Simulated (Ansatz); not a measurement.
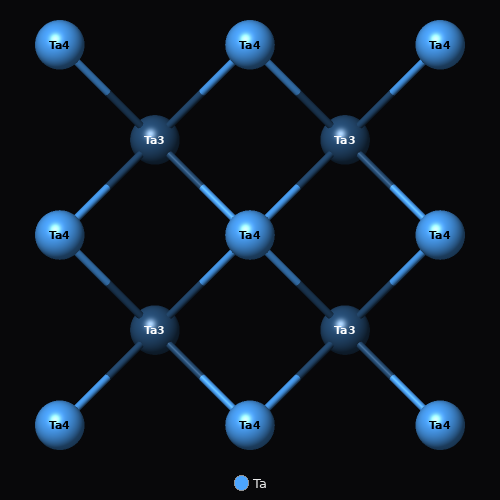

The system is N on a Ta(100) slab cut from the Im-3m phase, its upper half relaxed before the scan (4 atoms of substrate and one adsorbate in a 1 × 1 cell); the picture shows it without the atoms that are moved over the map. 
- N is moved over the surface cell; relaxed at each place: the height of the adsorbate's atoms; substrate rigid; the origin of the map has the adsorbate above Ta4.
- Places are given modulo a cell vector. The map is drawn in real space over the plane of the surface.
- The grid has 8 × 8 points; 15 points were computed and 49 follow by symmetry.
- Energies are in eV, from the lowest grid point.
- With one adsorbate in each 1 × 1 cell, its nearest image is 3.3 Å away, so neighbouring adsorbates interact.
- Method: DFT PBE, scalar-relativistic, plane waves, PAW in Ansatz 0.2.0. Settings: cutoff 420 eV, k-mesh 8×8×1, gaussian smearing 0.1 eV, no spin polarisation.

Range: position of N5 along the first surface vector from 0.000 to 0.875; position of N5 along the second surface vector from 0.000 to 0.875.

Question: Predict the map.

Answer: The lowest grid point is at (3/8, 4/8) of the cell vectors [nearest 3 Ta at 2.14 Å]. The highest grid point, the top site over a surface Ta atom, (0/8, 0/8) of the cell vectors, lies 3.99 eV above the lowest. At the lowest point the adsorbate has 3 Ta at 2.14 Å as nearest neighbours, at the highest 1 Ta at 1.77 Å. Its relaxed height above the top atom is 0.58 Å at the lowest and 1.77 Å at the highest point.

```tsv
second ↓, first →	0/8	1/8	2/8	3/8	4/8	5/8	6/8	7/8
7/8	3.84	3.69	3.24	2.04	0.78	2.04	3.24	3.69
6/8	3.36	3.24	2.78	1.37	0.21	1.37	2.78	3.24
5/8	2.22	2.04	1.37	0.34	0.00	0.34	1.37	2.04
4/8	1.02	0.78	0.21	0.00	0.03	0.00	0.21	0.78
3/8	2.22	2.04	1.37	0.34	0.00	0.34	1.37	2.04
2/8	3.36	3.24	2.78	1.37	0.21	1.37	2.78	3.24
1/8	3.84	3.69	3.24	2.04	0.78	2.04	3.24	3.69
0/8	3.99	3.84	3.36	2.22	1.02	2.22	3.36	3.84
```

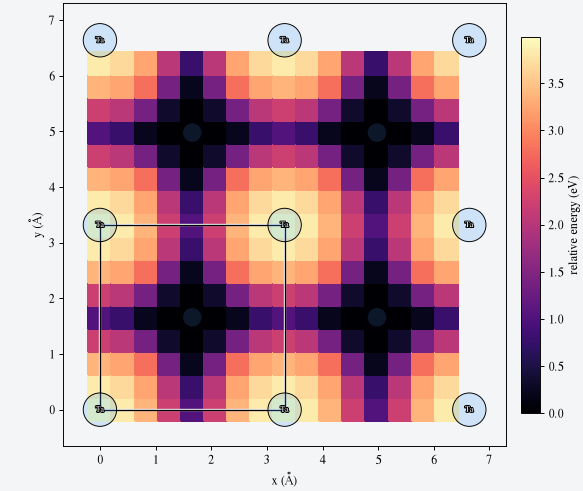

In the figure: one coloured cell a grid point, labelled circles for the atoms of the top layer and small ones for the second layer, the outline of one cell of the 2 × 2 shown.

Time for the 15 points that were run: 14 min on 1 thread of Intel(R) Xeon(R) 6975P-C (Granite Rapids), with other jobs on the host.

PAW datasets: the set soft_1.
